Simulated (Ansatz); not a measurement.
## Run report: CaO, geometry relaxation

CaO (Fm-3m, 2 atoms in the cell), computed with DFT PBE, scalar-relativistic, plane waves, PAW, no spin polarisation (Ansatz 0.2.0).

The structure derives from an entry of the Crystallography Open Database. Figures and captions count atoms from 1; the log counts them from 0 in places.

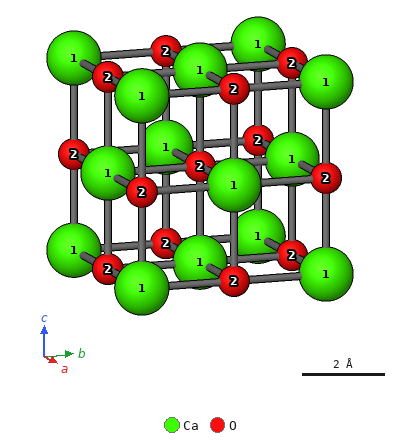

Fig. 1: The starting structure (ball-and-stick view of the cell 4 times as large as that of the calculation, set on its symmetry axes, seen slightly off an axis; atoms are numbered from 1 in the order of the input). Near neighbours in the crystal (not all of them lie inside the picture): Ca has 6 O at 2.41 Å; O has 6 Ca at 2.41 Å.

### Results in brief

- outcome: converged
- space group (tolerance 0.01 Å): Fm-3m (225)
- electrons treated: 16
- free energy: −2387.7228 eV
- Fermi energy: 9.362 eV
- gap on the k-point mesh: 3.66 eV
- pressure: 0.05 GPa
- final volume: 28.17 Å³
- largest force (length of the vector) at the end: under 0.001 eV/Å
- final cell: a = 3.415 Å, b = 3.415 Å, c = 3.415 Å, α = 60.00°, β = 60.00°, γ = 60.00°
- hardware: 1 thread of Intel Xeon @ 2.50GHz (Skylake/Cascade Lake), 128 GiB of memory available, shared host
- wall time: 4 s
- peak memory: 0.43 GiB

### Input file
```yaml
crystal:
  lattice:
    - [0.0, 2.4065, 2.4065]
    - [2.4065, 0.0, 2.4065]
    - [2.4065, 2.4065, 0.0]
  atoms:
    - { symbol: Ca, position: [0.0, 0.0, 0.0] }
    - { symbol: O, position: [0.5, 0.5, 0.5] }
basis:
  ecutwfc: 420
kpoints:
  mp_grid: { grid: [8, 8, 8] }
hamiltonian:
  xc: pbe
scf:
  occupations: { method: gaussian, width: 0.02 }
output:
  forces: true
  stress: true
  eigenvalues: true
  write_density: true
  write_potential: true
  elf: true
  volumetric_format: npy
relax:
  adjacent_minimum: "off"
  f_tol: 0.005
  max_steps: 80
  cell: { stress_tol: 0.05 }
```

Run as:
```bash
ansatz run input.yaml --threads 1 --pin off --max-ram 2560MiB --backend cpu --events-out ev --progress --plain --runs-dir out
```

### What the program printed
```
Engine: ansatz 0.2.0, x86_64-unknown-linux-gnu
Pseudopotentials: kind: paw
Pseudopotential: Ca, paw, valence charge 10, recommended cutoff 420 eV (normal), Ca.paw.azcp
Pseudopotential: O, paw, valence charge 6, recommended cutoff 420 eV (normal), O.paw.azcp
Functional definition: PBE
  parameter kappa = 0.804
  parameter beta = 0.06672455060314922
  exchange = pbe_x(kappa = kappa, mu = beta*pi^2/3)
  correlation = pbe_c(beta = beta)
Crystal: 2 atoms, lattice volume = 27.873 Å³
Basis set: ecut = 420 eV, 537 PW (Γ), exchange–correlation on 48×48×48 points (8 copies of the dense FFT grid, shifted against one another)
Bands: 12, of which v1, the nominal top of the filled ones, is band 8 counted from 1 (7 counted from 0)
Symmetry: 48 space group operations
Space group: Fm-3m (ITA 225), of the structure as read, at distance tolerance 3.0e-5 Å
k-points: 29 of 512
Non-local potential: Ca, projectors of the file, l = 0: 3, l = 1: 2, l = 2: 2
Non-local potential: O, projectors of the file, l = 0: 2, l = 1: 2, l = 2: 1
PAW form: soft (Blöchl's): semilocal exchange-correlation on the pseudo side does not see the compensation charge
PAW one-centre angular grid: Ca, 110 points (default); XC on 64 Gauss nodes
PAW one-centre angular grid: O, 110 points (default); XC on 64 Gauss nodes
Initial density: superposition of atomic densities (neutral atoms: chi_scale 0, normalization atom), corrected by the library's trained network
Initial wavefunctions: pseudopotential atomic-orbital guess
Functional: x = pbe(κ = 0.804, μ = 0.2195149727645171), c = pbe(β = 0.06672455060314922)
SCF iter   1: F=—  HF=-2387.721754 eV  |F-HF|=—  |Δ(HF+E_count)|=         —  Δρ=1.22e-3  dr2=3.52e-4  ethr=1.77e-3  ⟨swp⟩=7.5  Hψ=2456  notcnv=0
preconditioner: auto → none  [insulator: Δε(μ)=3.654 eV  Ē_g=18.096 eV  σ=0.020 eV  W_gap=1.00  n_scr=8 (ndim 8)  ℏωp=26.3 eV  f_vac=0.000  D(μ)=0.00/eV (n_scr^D=0)  ε∞_Penn≈3.1]
SCF iter   2: F=—  HF=-2387.722002 eV  |F-HF|=—  |Δ(HF+E_count)|=   2.48e-4  Δρ=2.28e-3  dr2=1.40e-3  ethr=2.20e-6  ⟨swp⟩=2.1  Hψ=879  notcnv=0
SCF iter   3: F=—  HF=-2387.721739 eV  |F-HF|=—  |Δ(HF+E_count)|=   2.63e-4  Δρ=7.96e-4  dr2=1.84e-4  ethr=2.20e-6  ⟨swp⟩=2.0  Hψ=481  notcnv=0
SCF iter   4: F=—  HF=-2387.721740 eV  |F-HF|=—  |Δ(HF+E_count)|=   4.93e-7  Δρ=1.77e-4  dr2=7.25e-6  ethr=1.15e-6  ⟨swp⟩=2.0  Hψ=437  notcnv=0
SCF iter   5: F=—  HF=-2387.721762 eV  |F-HF|=—  |Δ(HF+E_count)|=   2.20e-5  Δρ=1.16e-4  dr2=3.94e-6  ethr=4.53e-8  ⟨swp⟩=1.0  Hψ=348  notcnv=0
SCF iter   6: F=—  HF=-2387.721761 eV  |F-HF|=—  |Δ(HF+E_count)|=   7.00e-7  Δρ=5.81e-5  dr2=9.88e-7  ethr=2.47e-8  ⟨swp⟩=1.1  Hψ=351  notcnv=0
SCF iter   7: F=—  HF=-2387.721761 eV  |F-HF|=—  |Δ(HF+E_count)|=   2.03e-7  Δρ=1.90e-5  dr2=1.06e-7  ethr=6.18e-9  ⟨swp⟩=1.9  Hψ=387  notcnv=0
SCF iter   8: F=-2387.721761 eV  HF=-2387.721761 eV  |F-HF|=1.21e-8  |Δ(HF+E_count)|=   2.14e-8  Δρ=6.94e-6  dr2=1.40e-8  ethr=6.25e-10  ⟨swp⟩=6.9  Hψ=1582  notcnv=0
SCF 1 converged in 8 iterations: F = -2387.721761 eV  dr2 = 1.40e-8
  greatest PAW one-centre occupation: 0.995 electrons in one spin orbital (limit 2), on the Ca atom at site 0 (counted from 0), in its partial waves of l = 0
relax step   1: F+E_penalty+E_count = -2387.72176078 eV  Δ(F+E_penalty+E_count) = +0.000e0 eV  max|allowed force component| = 8.625e-29 eV/Å  Δτ_max = 0.0000 Å  P = +1.199 GPa  Ω = 27.873 Å³  (8 SCF iters, dr2 threshold 1.00e-7 eV, accepted)
Crystal: 2 atoms, lattice volume = 28.234 Å³
Initial density: handed on by an earlier stage of this run
Initial wavefunctions: those handed on with the density
iter 1 solved again at ethr=6.61e-7 eV; its pass at ethr=3.10e-3 eV (dr2=1.06e-4 eV) is discarded
SCF iter   1: F=—  HF=-2387.721871 eV  |F-HF|=—  |Δ(HF+E_count)|=         —  Δρ=5.87e-4  dr2=9.16e-5  ethr=6.61e-7  ⟨swp⟩=2.0  Hψ=2478  notcnv=0
preconditioner: auto → none  [insulator: Δε(μ)=3.664 eV  Ē_g=18.048 eV  σ=0.020 eV  W_gap=1.00  n_scr=8 (ndim 8)  ℏωp=26.1 eV  f_vac=0.000  D(μ)=0.00/eV (n_scr^D=0)  ε∞_Penn≈3.1]
SCF iter   2: F=—  HF=-2387.721892 eV  |F-HF|=—  |Δ(HF+E_count)|=   2.04e-5  Δρ=2.48e-4  dr2=1.29e-5  ethr=5.72e-7  ⟨swp⟩=2.8  Hψ=641  notcnv=0
SCF iter   3: F=—  HF=-2387.721901 eV  |F-HF|=—  |Δ(HF+E_count)|=   9.60e-6  Δρ=7.71e-5  dr2=1.43e-6  ethr=8.08e-8  ⟨swp⟩=2.9  Hψ=604  notcnv=0
SCF iter   4: F=—  HF=-2387.721903 eV  |F-HF|=—  |Δ(HF+E_count)|=   1.72e-6  Δρ=1.09e-4  dr2=2.83e-6  ethr=1.25e-9  ⟨swp⟩=9.0  Hψ=2449  notcnv=0
SCF iter   5: F=-2387.721902 eV  HF=-2387.721902 eV  |F-HF|=7.30e-9  |Δ(HF+E_count)|=   6.53e-7  Δρ=9.59e-6  dr2=1.55e-8  ethr=1.25e-9  ⟨swp⟩=5.9  Hψ=1891  notcnv=0
SCF 2 converged in 5 iterations: F = -2387.721902 eV  dr2 = 1.55e-8
relax step   2: F+E_penalty+E_count = -2387.72190226 eV  Δ(F+E_penalty+E_count) = -1.415e-4 eV  max|allowed force component| = 5.160e-30 eV/Å  Δτ_max = 0.0000 Å  P = -0.246 GPa  Ω = 28.234 Å³  energy of the carried Pulay correction = -9.140e-4 eV  (5 SCF iters, dr2 threshold 2.00e-7 eV, accepted)
Crystal: 2 atoms, lattice volume = 28.172 Å³
iter 1 solved again at ethr=1.84e-8 eV; its pass at ethr=3.10e-3 eV (dr2=2.94e-6 eV) is discarded
SCF iter   1: F=—  HF=-2387.722082 eV  |F-HF|=—  |Δ(HF+E_count)|=         —  Δρ=1.02e-4  dr2=2.62e-6  ethr=1.84e-8  ⟨swp⟩=2.0  Hψ=2397  notcnv=0
preconditioner: auto → none  [insulator: Δε(μ)=3.657 eV  Ē_g=18.055 eV  σ=0.020 eV  W_gap=1.00  n_scr=8 (ndim 8)  ℏωp=26.2 eV  f_vac=0.000  D(μ)=0.00/eV (n_scr^D=0)  ε∞_Penn≈3.1]
SCF iter   2: F=—  HF=-2387.722107 eV  |F-HF|=—  |Δ(HF+E_count)|=   2.51e-5  Δρ=4.39e-5  dr2=3.70e-7  ethr=1.64e-8  ⟨swp⟩=2.2  Hψ=550  notcnv=0
SCF iter   3: F=-2387.722107 eV  HF=-2387.722107 eV  |F-HF|=2.16e-8  |Δ(HF+E_count)|=   2.00e-7  Δρ=1.03e-5  dr2=1.88e-8  ethr=9.48e-10  ⟨swp⟩=8.2  Hψ=2240  notcnv=0
SCF 3 converged in 3 iterations: F = -2387.722107 eV  dr2 = 1.88e-8
relax step   3: F+E_penalty+E_count = -2387.72210731 eV  Δ(F+E_penalty+E_count) = -2.051e-4 eV  max|allowed force component| = 7.428e-30 eV/Å  Δτ_max = 0.0000 Å  P = -0.003 GPa  Ω = 28.172 Å³  energy of the carried Pulay correction = -7.574e-4 eV  (3 SCF iters, dr2 threshold 1.52e-7 eV, accepted)
Initial wavefunctions: pseudopotential atomic-orbital guess (no wavefunctions were taken with the density)
iter 1 solved again at ethr=5.45e-6 eV; its pass at ethr=3.10e-3 eV (dr2=8.72e-4 eV) is discarded
SCF iter   1: F=—  HF=-2387.722661 eV  |F-HF|=—  |Δ(HF+E_count)|=         —  Δρ=1.71e-4  dr2=3.76e-7  ethr=5.45e-6  ⟨swp⟩=2.5  Hψ=3213  notcnv=0
eigensolver tolerance schedule: the retry pair's looser diagonalisation over-reported the residual by 2320.73 of it (diagonalisation noise at an unbounded share of the residual, at the tolerance the schedule requests for it); recorded, not acted on — ethr = c·dr2/N_el stays at c = 1.0e-1
preconditioner: auto → none  [insulator: Δε(μ)=3.658 eV  Ē_g=18.055 eV  σ=0.020 eV  W_gap=1.00  n_scr=8 (ndim 8)  ℏωp=26.2 eV  f_vac=0.000  D(μ)=0.00/eV (n_scr^D=0)  ε∞_Penn≈3.1]
SCF iter   2: F=—  HF=-2387.722759 eV  |F-HF|=—  |Δ(HF+E_count)|=   9.70e-5  Δρ=8.65e-5  dr2=2.13e-7  ethr=2.35e-9  ⟨swp⟩=2.7  Hψ=577  notcnv=0
SCF iter   3: F=—  HF=-2387.722776 eV  |F-HF|=—  |Δ(HF+E_count)|=   1.78e-5  Δρ=4.64e-5  dr2=1.05e-7  ethr=1.33e-9  ⟨swp⟩=2.0  Hψ=449  notcnv=0
SCF iter   4: F=—  HF=-2387.722782 eV  |F-HF|=—  |Δ(HF+E_count)|=   5.85e-6  Δρ=2.61e-6  dr2=5.69e-10  ethr=6.58e-10  ⟨swp⟩=2.0  Hψ=454  notcnv=0
SCF iter   5: F=—  HF=-2387.722782 eV  |F-HF|=—  |Δ(HF+E_count)|=   1.48e-8  Δρ=6.24e-7  dr2=5.03e-11  ethr=3.55e-12  ⟨swp⟩=2.0  Hψ=441  notcnv=0
SCF iter   6: F=-2387.722782 eV  HF=-2387.722782 eV  |F-HF|=1.05e-11  |Δ(HF+E_count)|=  1.05e-11  Δρ=7.43e-8  dr2=2.35e-13  ethr=1.00e-12  ⟨swp⟩=5.0  Hψ=1258  notcnv=0
SCF 4 converged in 6 iterations: F = -2387.722782 eV  dr2 = 2.35e-13
relax step   4: F+E_penalty+E_count = -2387.72278214 eV  Δ(F+E_penalty+E_count) = -6.748e-4 eV  max|allowed force component| = 2.975e-30 eV/Å  Δτ_max = 0.0000 Å  P = +0.047 GPa  Ω = 28.172 Å³  stress off target by 4.72e-2 GPa  SCF on the basis re-selected at this cell (its energy is not comparable with the rows above)  (6 SCF iters)
```

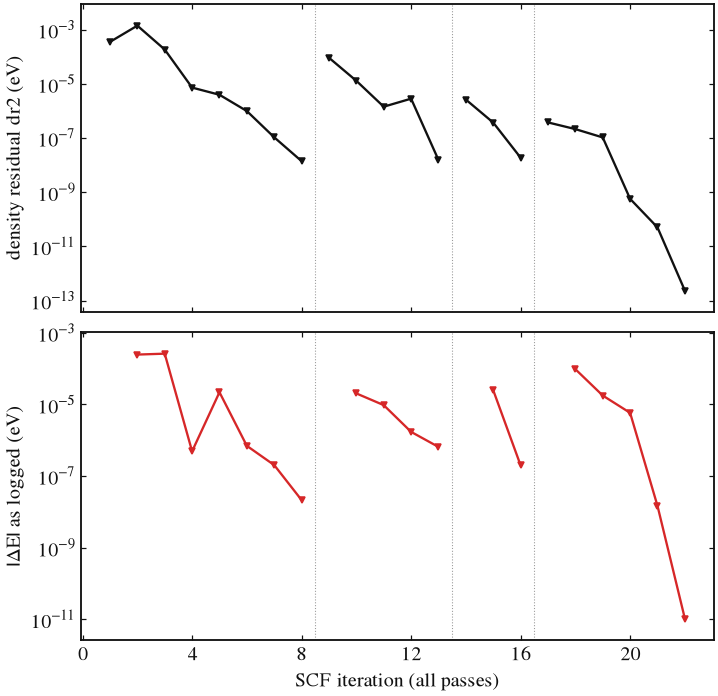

Fig. 2: Convergence of the self-consistent field: density residual dr2 and size of the energy change against the SCF iteration. The dotted lines part the SCF passes of the relaxation: geometry steps, rejected trials and re-solves on a re-selected basis. The passes take 8, 5, 3 and 6 iterations.

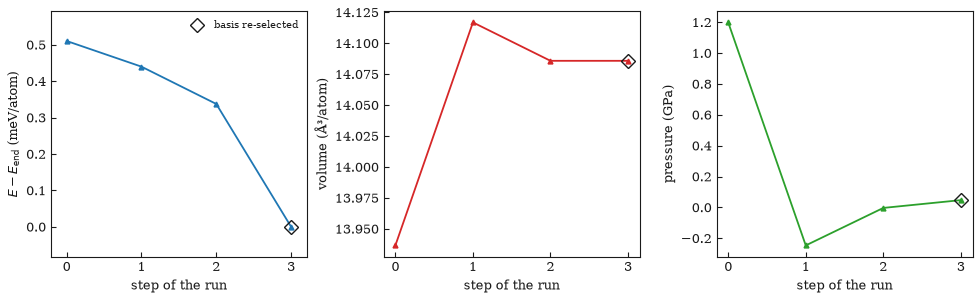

Fig. 3: Progress of the relaxation, step by step (the first geometry is step 0 here and step 1 in the log). The atoms keep their places relative to the cell (all moves are under 0.005 Å). Cell: a = b = c 4.813 → 4.830 Å (+0.4 %). Volume +1.1 %. Among the contacts that change: Ca1–O2 2.406 → 2.415 Å. The space group stays Fm-3m (No. 225). The energy falls by 0.2 meV per atom in 2 geometry steps. All forces vanish by symmetry, so only the cell relaxes. The pressure goes from 1.20 to 0.05 GPa. A last SCF at the same geometry on a re-selected plane-wave basis shifts the energy by −0.3 meV per atom. (Atoms are counted from 1 in the order of the input.)

```
basis re-selected at this cell: Δ(F+E_penalty+E_count) = -6.748e-4 eV, ΔP = +0.050 GPa vs the last step (what re-selecting the basis moved, of the pressure what is left beyond the Pulay correction that the steps carried, after the strain that the cell walked since its last selection, with what the two solves' SCF thresholds leave and, on support functions, any second-order correction that the steps lacked; it is no measure of the basis error at this ecutwfc). This SCF's stress stands 4.72e-2 GPa from its target on what of the cell is left free (relax.cell.stress_tol is 5.00e-2 GPa) and its largest allowed force component is 2.97e-30 eV/Å (relax.f_tol is 5.00e-3 eV/Å): within both
SCF converged after 6 iterations
Free energy (F): -2387.722782 eV
Harris-Foulkes:  -2387.722782 eV  (|F-HF|=1.05e-11)
Internal energy: -2387.722782 eV  (E = F + TS)
E sigma→0 (E₀):  -2387.722782 eV
Fermi energy:    9.361593 eV
--- Per-component energies (eV) ---
  E_band       = -103.873557
  E_kinetic    = 455.703551
  E_local      = -899.290288  (includes V_loc(G=0)·N_el)
  E_nonlocal   = 111.441031
  E_hartree    = 298.227854
  E_xc         = -213.174744
  E_vxc        = -268.190410  (∫ρ·V_xc dr)
  E_paw        = -1016.250261  (= ΣΔE_a)
  E_vpaw       = -99.995533  (= ΣTr[D̂ρ^β])
  E_aug_tail   = 0.002387  (compensation charges beyond the density's cutoff)
  E_ewald      = -1124.382311
  E_smearing   = -0.000000  (= −TS)
  E_closure    = -0.000000  (closes the sum)
  Σ components = -2387.722782   (vs F -2387.722782, Δ=0.00e0)
--- Forces (eV/Å), atoms counted from 1 ---
  atom   1  Ca    -0.00000000    -0.00000000    -0.00000000
  atom   2  O     -0.00000000    -0.00000000     0.00000000
  max |Σ_I F_I| component: 6.67e-30 eV/Å
--- Stress (GPa, compression-positive) ---
        0.047226      -0.000000      -0.000000
       -0.000000       0.047226      -0.000000
       -0.000000       0.000000       0.047226
  P = ⅓ Tr σ = 0.0472 GPa (0.472 kbar)
--- Band table (eV; the first three rows and the last of 29) ---
  k-point 0: bands = ["-30.1677", "-10.9431", "-10.9431", "-10.9431", "-7.9557", "7.5327", "7.5327", "7.5327", "12.1438", "13.7332", "13.7332", "13.7332"]
  k-point 1: bands = ["-30.1538", "-11.1373", "-10.9507", "-10.9507", "-7.7512", "7.0057", "7.3300", "7.3300", "12.8236", "13.6910", "13.9909", "13.9909"]
  k-point 2: bands = ["-30.1201", "-11.5322", "-10.9689", "-10.9689", "-7.3294", "6.0235", "6.8941", "6.8941", "13.7485", "14.2760", "14.6671", "14.6671"]
  k-point 28: bands = ["-30.0425", "-11.3399", "-11.3374", "-11.3374", "-7.3624", "6.2784", "6.4789", "6.4789", "13.8087", "13.8087", "15.8208", "16.9739"]
--- Relaxed structure (3 steps of the walk, 3 accepted, 1 SCFs on fresh bases) ---
  F+E_penalty+E_count = -2387.72278214 eV   max|allowed force component| = 2.975e-30 eV/Å   (the final SCF, on the basis selected at the relaxed cell)
  cell:  # Å, volume = 28.1716 Å³
    - [0.0, 2.415055979348227, 2.415055979348227]
    - [2.415055979348227, 4.203681927138862e-34, 2.415055979348227]
    - [2.415055979348227, 2.415055979348227, 7.0061365452314365e-34]
  atoms:
    - { symbol: Ca, position: [-2.600985796491926e-34, 2.13414219199333e-34, 1.3338388699956842e-34] }
    - { symbol: O, position: [0.5, 0.5, 0.5] }
```

### Trajectory as extended XYZ (Å, eV, eV/Å), 4 frames, from step=1 to step=4
```
2
Lattice="0.0000 2.4065 2.4065 2.4065 0.0000 2.4065 2.4065 2.4065 0.0000" Properties=species:S:1:pos:R:3:forces:R:3 step=1 energy=-2387.72176 pressure_GPa=1.20
Ca    0.0000    0.0000    0.0000    0.0000   0.0000   0.0000
O     2.4065    2.4065    2.4065    0.0000   0.0000   0.0000
2
Lattice="0.0000 2.4168 2.4168 2.4168 0.0000 2.4168 2.4168 2.4168 0.0000" Properties=species:S:1:pos:R:3:forces:R:3 step=2 energy=-2387.72190 pressure_GPa=-0.25
Ca    0.0000    0.0000    0.0000    0.0000   0.0000   0.0000
O     2.4168    2.4168    2.4168    0.0000   0.0000   0.0000
2
Lattice="0.0000 2.4151 2.4151 2.4151 0.0000 2.4151 2.4151 2.4151 0.0000" Properties=species:S:1:pos:R:3:forces:R:3 step=3 energy=-2387.72211 pressure_GPa=-0.00
Ca    0.0000    0.0000    0.0000    0.0000   0.0000   0.0000
O     2.4151    2.4151    2.4151    0.0000   0.0000   0.0000
2
Lattice="0.0000 2.4151 2.4151 2.4151 0.0000 2.4151 2.4151 2.4151 0.0000" Properties=species:S:1:pos:R:3:forces:R:3 step=4 energy=-2387.72278 pressure_GPa=0.05
Ca    0.0000    0.0000    0.0000    0.0000   0.0000   0.0000
O     2.4151    2.4151    2.4151    0.0000   0.0000   0.0000
```

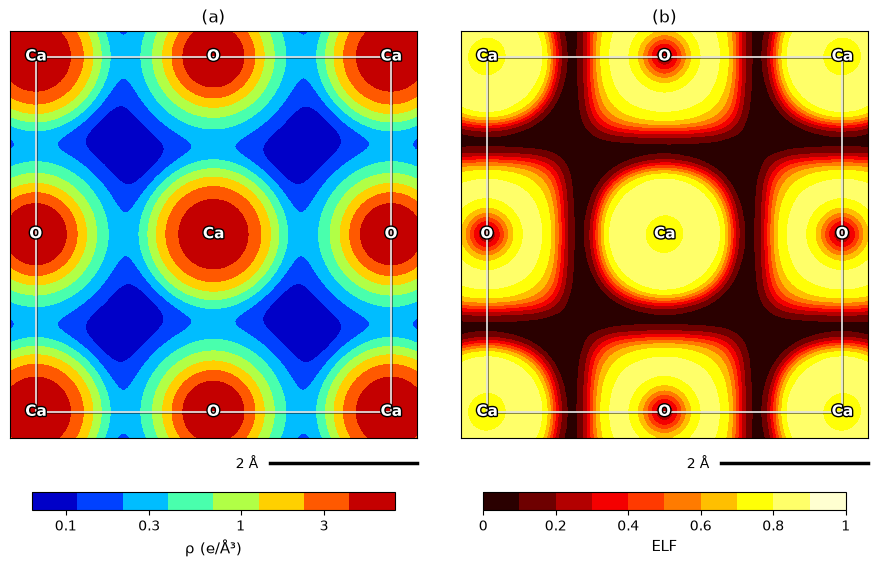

Fig. 4: (a) valence pseudo-density; (b) electron localisation function on the (100) plane of the conventional cell. Atoms in the plane: Ca and O. Away from the nuclei the density in this plane falls to 0.06 e/Å³ at its lowest. The strong features right at Ca lie inside the PAW spheres (semicore, d or f shells) and say nothing about bonding. In a PAW calculation such maps are meaningful between the atoms, not at the nuclei.

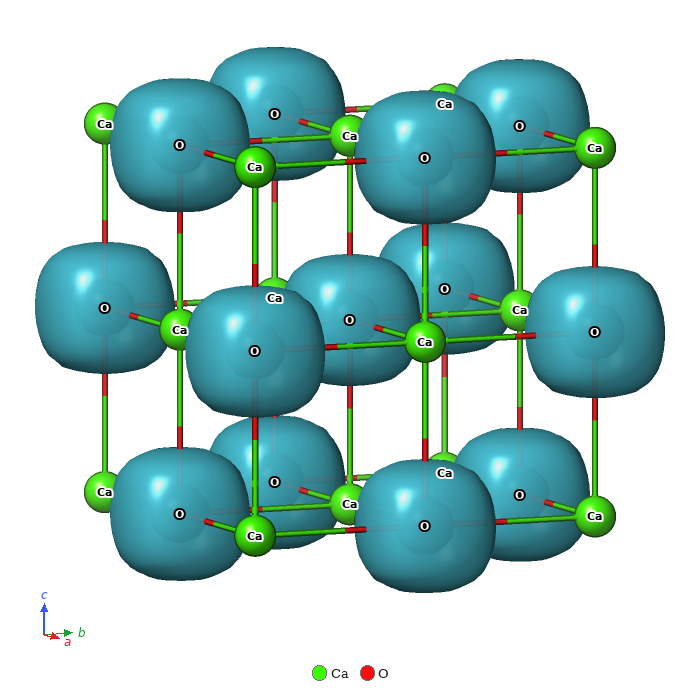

Fig. 5: Isosurface of the ELF at 0.7 (cyan), seen slightly off an axis. Core shells and regions of very low density are left out. Sticks mark near contacts. The outline is the cell set on symmetry axes. Profiles from the grid: Ca–O (2.42 Å): the ELF is about 0.10 at the midpoint, which marks ionic bonding with no shared pair.

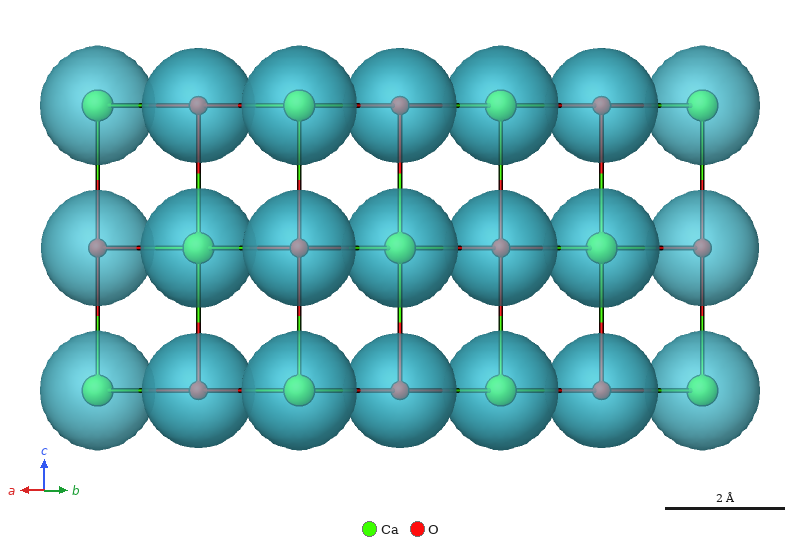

Fig. 6: Isosurface of the valence pseudo-density at 0.4 e/Å³ (cyan), seen along [110]. Sticks mark near contacts. The outline is the cell set on symmetry axes. At this value the density breaks into separate islands; it holds about 80 % of the electrons treated as valence (semicore included). It is pinched off along the Ca–O (2.42 Å) contacts. On the grid the lowest density along these lines, outside the cores, is 0.25 e/Å³ (Ca–O, 2.42 Å).
